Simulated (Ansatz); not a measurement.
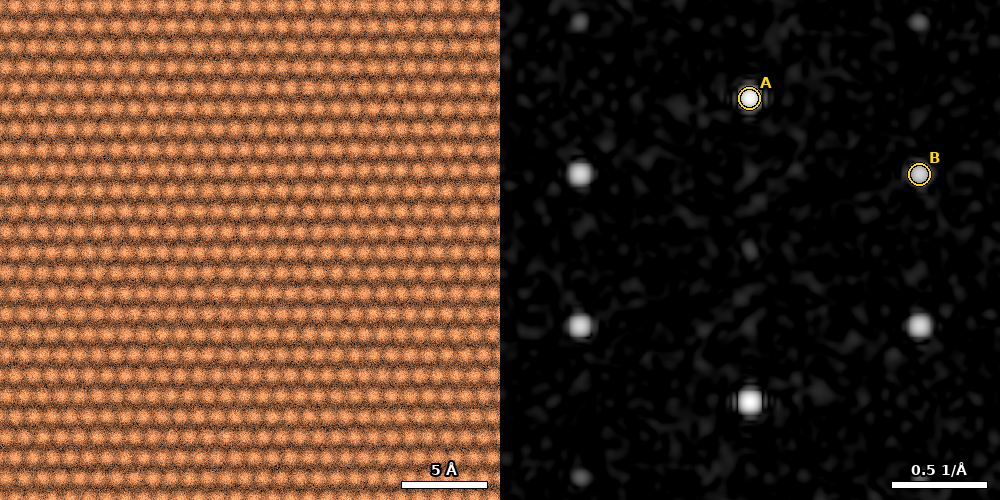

iDPC-like image of C (Im-3m, No. 229) along [210]. Simulated as the projected potential of neutral atoms (B = 0.5 Å²) blurred by a 0.59 Å probe, the thin-sample limit of integrated differential phase contrast. The display is stretched by a gamma of 0.65; percentages refer to the linear signal. Shot noise was added. Atomic positions: the end point of a relaxation with DFT, BLYP, plane waves (420 eV) with PAW, scalar-relativistic (Ansatz 0.2.0); the starting structure was generated, so it need not be a known form of this composition.

The right panel is the modulus of the image's Fourier transform on a logarithmic scale.

a = 2.464 Å, b = 2.464 Å, c = 2.464 Å, α = 90.00°, β = 90.00°, γ = 90.00°

Index the marked spots and give their plane spacings (the zone axis points at the viewer; indices equivalent by symmetry, or all signs reversed, are as good).

A: (002), d = 1.23 Å; B: (-1 2 1), d = 1.01 Å. A and B enclose 66°, and every spot obeys the zone law hu + kv + lw = 0 for [210].
